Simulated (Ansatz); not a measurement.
Run report: SnO2, geometry relaxation (part 2 of 2)

SnO2 (Pbcn, 12 atoms in the cell); DFT LDA, scalar-relativistic, plane waves, PAW, no spin polarisation (Ansatz 0.2.0); cutoff 420 eV, 6×6×6 k-mesh, Gaussian smearing of 0.02 eV. The structure derives from a Materials Project entry.

Geometry of the input (Å; fractional positions):
```
4.7351  0.0000  0.0000
0.0000  5.7509  0.0000
0.0000  0.0000  5.2471
Sn 0.5000  0.6654  0.7500
Sn 0.0000  0.8346  0.2500
Sn 0.5000  0.3346  0.2500
Sn 0.0000  0.1654  0.7500
O  0.7303  0.6071  0.0786
O  0.2303  0.8929  0.9214
O  0.7697  0.8929  0.5786
O  0.2697  0.6071  0.4214
O  0.7303  0.3929  0.5786
O  0.2303  0.1071  0.4214
O  0.7697  0.1071  0.0786
O  0.2697  0.3929  0.9214
```

```
basis re-selected at this cell: Δ(F+E_penalty+E_count) = +1.162e-3 eV, ΔP = -0.006 GPa vs the last step (what re-selecting the basis moved, of the pressure what is left beyond the Pulay correction that the steps carried, after the strain that the cell walked since its last selection, with what the two solves' SCF thresholds leave and, on support functions, any second-order correction that the steps lacked; it is no measure of the basis error at this ecutwfc). This SCF's stress stands 1.88e-2 GPa from its target on what of the cell is left free (relax.cell.stress_tol is 5.00e-2 GPa) and its largest allowed force component is 1.12e-3 eV/Å (relax.f_tol is 5.00e-3 eV/Å): within both
SCF converged after 5 iterations
Free energy (F): -27960.580964 eV
Harris-Foulkes:  -27960.580964 eV  (|F-HF|=7.28e-12)
Internal energy: -27960.580964 eV  (E = F + TS)
E sigma→0 (E₀):  -27960.580964 eV
Fermi energy:    9.990251 eV
--- Per-component energies (eV) ---
  E_band       = -217.302321
  E_kinetic    = 2163.565689
  E_local      = -5495.442689  (includes V_loc(G=0)·N_el)
  E_nonlocal   = 301.959285
  E_hartree    = 2865.653234
  E_xc         = -2084.636992
  E_vxc        = -1129.673277  (∫ρ·V_xc dr)
  E_paw        = -17205.115228  (= ΣΔE_a)
  E_vpaw       = -1789.037493  (= ΣTr[D̂ρ^β])
  E_aug_tail   = 0.020007  (compensation charges beyond the density's cutoff)
  E_ewald      = -8509.059235
  E_core_change = 2.474965  (= ΣΔE_core)
  E_smearing   = -0.000000  (= −TS)
  E_closure    = -0.000000  (closes the sum)
  Σ components = -27960.580964   (vs F -27960.580964, Δ=0.00e0)
--- Forces (eV/Å), atoms counted from 1 ---
  atom   1  Sn    -0.00000000    -0.00112478    -0.00000000
  atom   2  Sn     0.00000000     0.00112478    -0.00000000
  atom   3  Sn    -0.00000000     0.00112478     0.00000000
  atom   4  Sn     0.00000000    -0.00112478     0.00000000
  atom   5  O     -0.00075247    -0.00057981     0.00060189
  atom   6  O     -0.00075247     0.00057981    -0.00060189
  atom   7  O      0.00075247     0.00057981     0.00060189
  atom   8  O      0.00075247    -0.00057981    -0.00060189
  atom   9  O     -0.00075247     0.00057981     0.00060189
  atom  10  O     -0.00075247    -0.00057981    -0.00060189
  atom  11  O      0.00075247    -0.00057981     0.00060189
  atom  12  O      0.00075247     0.00057981    -0.00060189
  max |Σ_I F_I| component: 1.30e-18 eV/Å
--- Stress (GPa, compression-positive) ---
       -0.012610       0.000000       0.000000
        0.000000      -0.018795       0.000000
        0.000000       0.000000      -0.014872
  P = ⅓ Tr σ = -0.0154 GPa (-0.154 kbar)
--- Band table (eV; the first three rows and the last of 64) ---
  k-point 0: bands = ["-11.3220", "-11.1871", "-11.0975", "-10.7867", "-10.6466", "-10.4860", "-10.3708", "-10.3563", "-10.3126", "-10.2673", "-10.2491", "-10.2373", "-10.2062", "-10.2006", "-10.1583", "-10.1458", "-10.1394", "-10.1353", "-10.1221", "-10.1030", "-9.3828", "-7.5665", "-7.3036", "-7.2194", "-6.9080", "-5.6717", "-5.6103", "-5.4458", "1.2875", "2.2960", "2.4553", "4.0037", "4.3985", "4.7174", "4.9701", "6.2146", "6.2186", "6.3049", "6.4092", "7.0303", "7.1942", "7.1986", "7.7747", "7.8564", "8.1100", "8.3354", "8.6370", "8.6389", "8.6567", "9.0673", "9.1134", "9.2383", "10.7422", "15.4763", "15.5198", "16.0093", "16.2193", "17.1638", "17.9356", "19.2779", "19.3213", "19.4008", "20.0058", "20.4255"]
  k-point 1: bands = ["-11.2739", "-11.2304", "-11.1776", "-10.6741", "-10.5740", "-10.4783", "-10.4489", "-10.3634", "-10.3143", "-10.2671", "-10.2490", "-10.2410", "-10.2308", "-10.2065", "-10.1841", "-10.1423", "-10.1253", "-10.1216", "-10.1202", "-10.1090", "-9.2939", "-7.7375", "-7.2534", "-7.1452", "-6.9972", "-5.6177", "-5.5804", "-5.5344", "1.3470", "2.3101", "2.5330", "4.1482", "4.6272", "4.7866", "4.8822", "5.5540", "5.9634", "6.1998", "6.6819", "6.9411", "7.0143", "7.7364", "7.7940", "7.9132", "8.0829", "8.2597", "8.5147", "8.6071", "8.6387", "9.0678", "9.1163", "9.1494", "11.3972", "15.3534", "15.4668", "16.0458", "16.4166", "17.1488", "17.4729", "18.6797", "19.2819", "19.5558", "19.8990", "20.4475"]
  k-point 2: bands = ["-11.2965", "-11.2772", "-11.1344", "-10.6663", "-10.4941", "-10.4559", "-10.4359", "-10.3877", "-10.3181", "-10.2810", "-10.2630", "-10.2551", "-10.2155", "-10.2080", "-10.2058", "-10.1560", "-10.1271", "-10.1234", "-10.1153", "-10.1095", "-9.0313", "-8.1500", "-7.3087", "-7.1727", "-6.7464", "-5.8154", "-5.5278", "-5.5210", "1.5134", "2.0304", "3.2208", "4.3482", "4.6805", "4.9457", "5.1569", "5.2035", "5.4377", "5.5829", "6.0367", "7.1927", "7.2198", "7.3834", "8.0398", "8.1234", "8.1906", "8.3490", "8.5124", "8.5336", "8.7741", "9.0683", "9.0849", "9.1094", "12.5974", "14.7649", "15.4331", "15.6858", "16.9685", "17.3324", "17.4098", "17.6815", "18.5040", "19.6816", "20.3624", "20.6215"]
  k-point 63: bands = ["-11.1268", "-11.1268", "-11.1268", "-11.1268", "-10.5188", "-10.5188", "-10.5188", "-10.5188", "-10.2941", "-10.2941", "-10.2941", "-10.2941", "-10.1593", "-10.1593", "-10.1593", "-10.1593", "-10.1227", "-10.1227", "-10.1227", "-10.1227", "-7.5090", "-7.5090", "-7.5090", "-7.5090", "-6.3993", "-6.3993", "-6.3993", "-6.3993", "3.0086", "3.0086", "3.0086", "3.0086", "5.2295", "5.2295", "5.2295", "5.2295", "5.9135", "5.9135", "5.9135", "5.9135", "7.6246", "7.6246", "7.6246", "7.6246", "8.1848", "8.1848", "8.1848", "8.1848", "8.8623", "8.8623", "8.8623", "8.8623", "14.7334", "14.7334", "14.7334", "14.7334", "17.8791", "17.8791", "17.8791", "17.8791", "20.1195", "20.1195", "20.1195", "20.1195"]
--- Relaxed structure (6 steps of the walk, 6 accepted, 2 SCFs on fresh bases) ---
  F+E_penalty+E_count = -27960.58096383 eV   max|allowed force component| = 1.125e-3 eV/Å   (the final SCF, on the basis selected at the relaxed cell)
  cell:  # Å, volume = 139.4082 Å³
    - [4.703452292000273, 0.0, 0.0]
    - [0.0, 5.695172955158961, 0.0]
    - [0.0, 0.0, 5.204329529090018]
  atoms:
    - { symbol: Sn, position: [0.5, 0.6673206257348206, 0.7500000000000001] }
    - { symbol: Sn, position: [-1.8126720677016768e-20, 0.8326793742651792, 0.25] }
    - { symbol: Sn, position: [0.5, 0.3326793742651793, 0.25] }
    - { symbol: Sn, position: [-1.8126720677016768e-20, 0.1673206257348207, 0.7500000000000001] }
    - { symbol: O, position: [0.7310207139519539, 0.6049099344422509, 0.07763015182515444] }
    - { symbol: O, position: [0.23102071395195387, 0.8950900655577491, 0.9223698481748457] }
    - { symbol: O, position: [0.7689792860480462, 0.8950900655577491, 0.5776301518251545] }
    - { symbol: O, position: [0.2689792860480461, 0.6049099344422509, 0.4223698481748456] }
    - { symbol: O, position: [0.7310207139519539, 0.395090065557749, 0.5776301518251545] }
    - { symbol: O, position: [0.23102071395195387, 0.10490993444225104, 0.4223698481748456] }
    - { symbol: O, position: [0.7689792860480462, 0.10490993444225104, 0.07763015182515444] }
    - { symbol: O, position: [0.2689792860480461, 0.395090065557749, 0.9223698481748457] }
```

Trajectory as extended XYZ (Å, eV, eV/Å), 8 frames, from step=1 to step=8:
```
12
Lattice="4.7351 0.0000 0.0000 0.0000 5.7509 0.0000 0.0000 0.0000 5.2471" Properties=species:S:1:pos:R:3:forces:R:3 step=1 energy=-27960.52849 pressure_GPa=-4.76
Sn    2.3676    3.8269    3.9353    0.0000  -0.0452   0.0000
Sn    0.0000    4.7994    1.3118    0.0000   0.0452   0.0000
Sn    2.3676    1.9240    1.3118    0.0000   0.0452   0.0000
Sn    0.0000    0.9515    3.9353    0.0000  -0.0452   0.0000
O     3.4581    3.4915    0.4124   -0.0724  -0.0279  -0.0214
O     1.0905    5.1349    4.8347   -0.0724   0.0279   0.0214
O     3.6446    5.1349    3.0360    0.0724   0.0279  -0.0214
O     1.2770    3.4915    2.2111    0.0724  -0.0279   0.0214
O     3.4581    2.2594    3.0360   -0.0724   0.0279  -0.0214
O     1.0905    0.6161    2.2111   -0.0724  -0.0279   0.0214
O     3.6446    0.6161    0.4124    0.0724  -0.0279  -0.0214
O     1.2770    2.2594    4.8347    0.0724   0.0279   0.0214
12
Lattice="4.6879 0.0000 0.0000 0.0000 5.7012 0.0000 0.0000 0.0000 5.2130" Properties=species:S:1:pos:R:3:forces:R:3 step=2 energy=-27960.60279 pressure_GPa=0.30
Sn    2.3439    3.8016    3.9097    0.0000   0.0170   0.0000
Sn    0.0000    4.7502    1.3032    0.0000  -0.0170   0.0000
Sn    2.3439    1.8996    1.3032    0.0000  -0.0170   0.0000
Sn    0.0000    0.9510    3.9097    0.0000   0.0170   0.0000
O     3.4284    3.4479    0.4032    0.0145   0.0197   0.0172
O     1.0845    5.1039    4.8098    0.0145  -0.0197  -0.0172
O     3.6034    5.1039    3.0096   -0.0145  -0.0197   0.0172
O     1.2595    3.4479    2.2033   -0.0145   0.0197  -0.0172
O     3.4284    2.2533    3.0096    0.0145  -0.0197   0.0172
O     1.0845    0.5973    2.2033    0.0145   0.0197  -0.0172
O     3.6034    0.5973    0.4032   -0.0145   0.0197   0.0172
O     1.2595    2.2533    4.8098   -0.0145  -0.0197  -0.0172
12
Lattice="4.7049 0.0000 0.0000 0.0000 5.6989 0.0000 0.0000 0.0000 5.2048" Properties=species:S:1:pos:R:3:forces:R:3 step=3 energy=-27960.60212 pressure_GPa=0.02
Sn    2.3525    3.7998    3.9036    0.0000   0.0250   0.0000
Sn    0.0000    4.7485    1.3012    0.0000  -0.0250   0.0000
Sn    2.3525    1.8991    1.3012    0.0000  -0.0250   0.0000
Sn    0.0000    0.9504    3.9036    0.0000   0.0250   0.0000
O     3.4399    3.4486    0.4047   -0.0059   0.0020  -0.0019
O     1.0875    5.0997    4.8001   -0.0059  -0.0020   0.0019
O     3.6175    5.0997    3.0071    0.0059  -0.0020  -0.0019
O     1.2650    3.4486    2.1977    0.0059   0.0020   0.0019
O     3.4399    2.2503    3.0071   -0.0059  -0.0020  -0.0019
O     1.0875    0.5992    2.1977   -0.0059   0.0020   0.0019
O     3.6175    0.5992    0.4047    0.0059   0.0020  -0.0019
O     1.2650    2.2503    4.8001    0.0059  -0.0020   0.0019
12
Lattice="4.7043 0.0000 0.0000 0.0000 5.6969 0.0000 0.0000 0.0000 5.2069" Properties=species:S:1:pos:R:3:forces:R:3 step=4 energy=-27960.60229 pressure_GPa=0.01
Sn    2.3521    3.8012    3.9052    0.0000  -0.0119   0.0000
Sn    0.0000    4.7441    1.3017    0.0000   0.0119   0.0000
Sn    2.3521    1.8957    1.3017    0.0000   0.0119   0.0000
Sn    0.0000    0.9528    3.9052    0.0000  -0.0119   0.0000
O     3.4388    3.4468    0.4056   -0.0122  -0.0046  -0.0144
O     1.0866    5.0985    4.8013   -0.0122   0.0046   0.0144
O     3.6177    5.0985    3.0091    0.0122   0.0046  -0.0144
O     1.2655    3.4468    2.1978    0.0122  -0.0046   0.0144
O     3.4388    2.2500    3.0091   -0.0122   0.0046  -0.0144
O     1.0866    0.5984    2.1978   -0.0122  -0.0046   0.0144
O     3.6177    0.5984    0.4056    0.0122  -0.0046  -0.0144
O     1.2655    2.2500    4.8013    0.0122   0.0046   0.0144
12
Lattice="4.7036 0.0000 0.0000 0.0000 5.6985 0.0000 0.0000 0.0000 5.2072" Properties=species:S:1:pos:R:3:forces:R:3 step=5 energy=-27960.60219 pressure_GPa=-0.01
Sn    2.3518    3.8015    3.9054    0.0000   0.0029   0.0000
Sn    0.0000    4.7462    1.3018    0.0000  -0.0029   0.0000
Sn    2.3518    1.8969    1.3018    0.0000  -0.0029   0.0000
Sn    0.0000    0.9523    3.9054    0.0000   0.0029   0.0000
O     3.4380    3.4479    0.4049   -0.0006   0.0015  -0.0029
O     1.0863    5.0998    4.8022   -0.0006  -0.0015   0.0029
O     3.6173    5.0998    3.0085    0.0006  -0.0015  -0.0029
O     1.2655    3.4479    2.1987    0.0006   0.0015   0.0029
O     3.4380    2.2506    3.0085   -0.0006  -0.0015  -0.0029
O     1.0863    0.5987    2.1987   -0.0006   0.0015   0.0029
O     3.6173    0.5987    0.4049    0.0006   0.0015  -0.0029
O     1.2655    2.2506    4.8022    0.0006  -0.0015   0.0029
12
Lattice="4.7036 0.0000 0.0000 0.0000 5.6985 0.0000 0.0000 0.0000 5.2072" Properties=species:S:1:pos:R:3:forces:R:3 step=6 energy=-27960.58087 pressure_GPa=-0.24
Sn    2.3518    3.8015    3.9054    0.0000   0.0027   0.0000
Sn    0.0000    4.7462    1.3018    0.0000  -0.0027   0.0000
Sn    2.3518    1.8969    1.3018    0.0000  -0.0027   0.0000
Sn    0.0000    0.9523    3.9054    0.0000   0.0027   0.0000
O     3.4380    3.4479    0.4049   -0.0004   0.0016  -0.0030
O     1.0863    5.0998    4.8022   -0.0004  -0.0016   0.0030
O     3.6173    5.0998    3.0085    0.0004  -0.0016  -0.0030
O     1.2655    3.4479    2.1987    0.0004   0.0016   0.0030
O     3.4380    2.2506    3.0085   -0.0004  -0.0016  -0.0030
O     1.0863    0.5987    2.1987   -0.0004   0.0016   0.0030
O     3.6173    0.5987    0.4049    0.0004   0.0016  -0.0030
O     1.2655    2.2506    4.8022    0.0004  -0.0016   0.0030
12
Lattice="4.7035 0.0000 0.0000 0.0000 5.6952 0.0000 0.0000 0.0000 5.2043" Properties=species:S:1:pos:R:3:forces:R:3 step=7 energy=-27960.58213 pressure_GPa=-0.01
Sn    2.3517    3.8005    3.9032    0.0000  -0.0013   0.0000
Sn    0.0000    4.7423    1.3011    0.0000   0.0013   0.0000
Sn    2.3517    1.8947    1.3011    0.0000   0.0013   0.0000
Sn    0.0000    0.9529    3.9032    0.0000  -0.0013   0.0000
O     3.4383    3.4451    0.4040   -0.0007  -0.0006   0.0006
O     1.0866    5.0977    4.8003   -0.0007   0.0006  -0.0006
O     3.6169    5.0977    3.0062    0.0007   0.0006   0.0006
O     1.2651    3.4451    2.1982    0.0007  -0.0006  -0.0006
O     3.4383    2.2501    3.0062   -0.0007   0.0006   0.0006
O     1.0866    0.5975    2.1982   -0.0007  -0.0006  -0.0006
O     3.6169    0.5975    0.4040    0.0007  -0.0006   0.0006
O     1.2651    2.2501    4.8003    0.0007   0.0006  -0.0006
12
Lattice="4.7035 0.0000 0.0000 0.0000 5.6952 0.0000 0.0000 0.0000 5.2043" Properties=species:S:1:pos:R:3:forces:R:3 step=8 energy=-27960.58096 pressure_GPa=-0.02
Sn    2.3517    3.8005    3.9032    0.0000  -0.0011   0.0000
Sn    0.0000    4.7423    1.3011    0.0000   0.0011   0.0000
Sn    2.3517    1.8947    1.3011    0.0000   0.0011   0.0000
Sn    0.0000    0.9529    3.9032    0.0000  -0.0011   0.0000
O     3.4383    3.4451    0.4040   -0.0008  -0.0006   0.0006
O     1.0866    5.0977    4.8003   -0.0008   0.0006  -0.0006
O     3.6169    5.0977    3.0062    0.0008   0.0006   0.0006
O     1.2651    3.4451    2.1982    0.0008  -0.0006  -0.0006
O     3.4383    2.2501    3.0062   -0.0008   0.0006   0.0006
O     1.0866    0.5975    2.1982   -0.0008  -0.0006  -0.0006
O     3.6169    0.5975    0.4040    0.0008  -0.0006   0.0006
O     1.2651    2.2501    4.8003    0.0008   0.0006  -0.0006
```

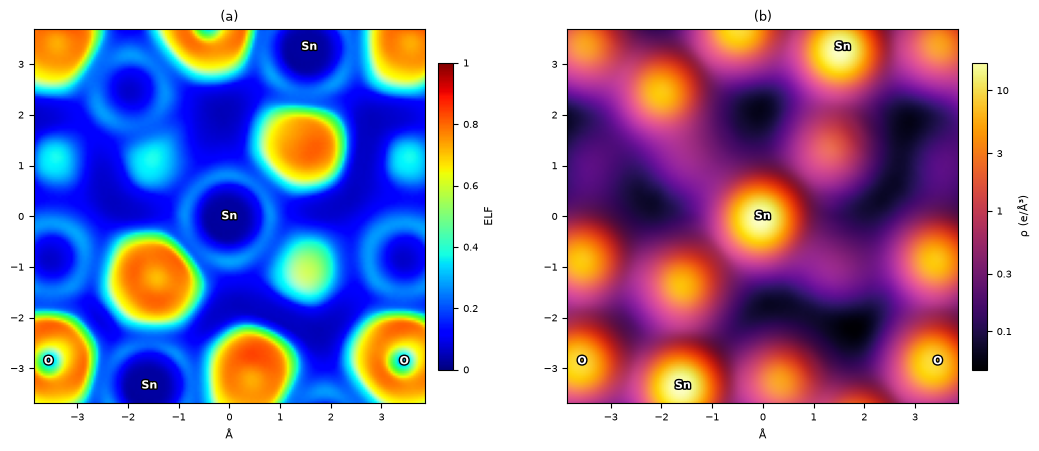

*(a) electron localisation function; (b) valence electron density on the (111) plane of the conventional cell.*

Atoms in the plane: Sn and O. Away from the nuclei the density in this plane falls to 0.05 e/Å³ at its lowest. In a PAW calculation such maps are meaningful between the atoms, not at the nuclei.

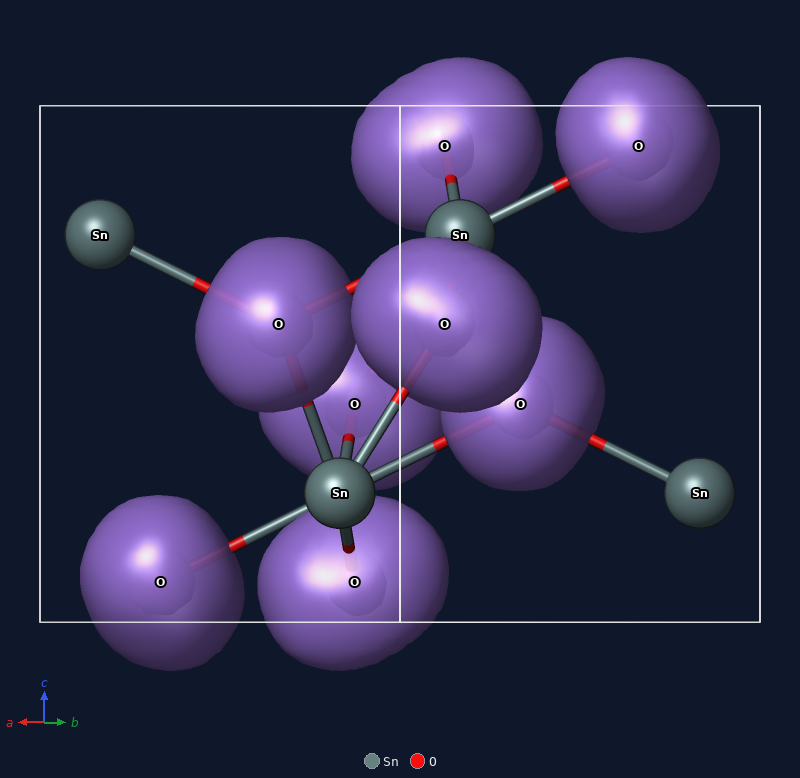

*Isosurface of the ELF at 0.65 (purple), seen along [110]. Only the valence region is drawn (cores and ρ < 0.01 e/Å³ removed). Sticks mark near contacts. The outline is the cell set on symmetry axes.*

Values along the shortest contacts: Sn–O (2.02 Å): the ELF is about 0.25 at the midpoint. Sn–O (2.10 Å): the ELF is about 0.25 at the midpoint.

Results in brief:

| quantity | value |
| --- | --- |
| outcome | converged |
| space group (tolerance 0.01 Å) | Pbcn (60) |
| electrons treated | 104 |
| free energy | −27960.5810 eV |
| Fermi energy | 9.990 eV |
| gap on the k-point mesh | 1.50 eV |
| pressure | −0.02 GPa |
| final volume | 139.41 Å³ |
| largest force (length of the vector) at the end | 0.001 eV/Å |
| final cell | a = 4.703 Å, b = 5.695 Å, c = 5.204 Å, α = 90.00°, β = 90.00°, γ = 90.00° |
| hardware | 2 threads of Arm Neoverse V2, 24 GiB of memory available, shared host |
| wall time | 2.7 min (CPU time 5.5 min) |
| peak memory | 0.69 GiB |
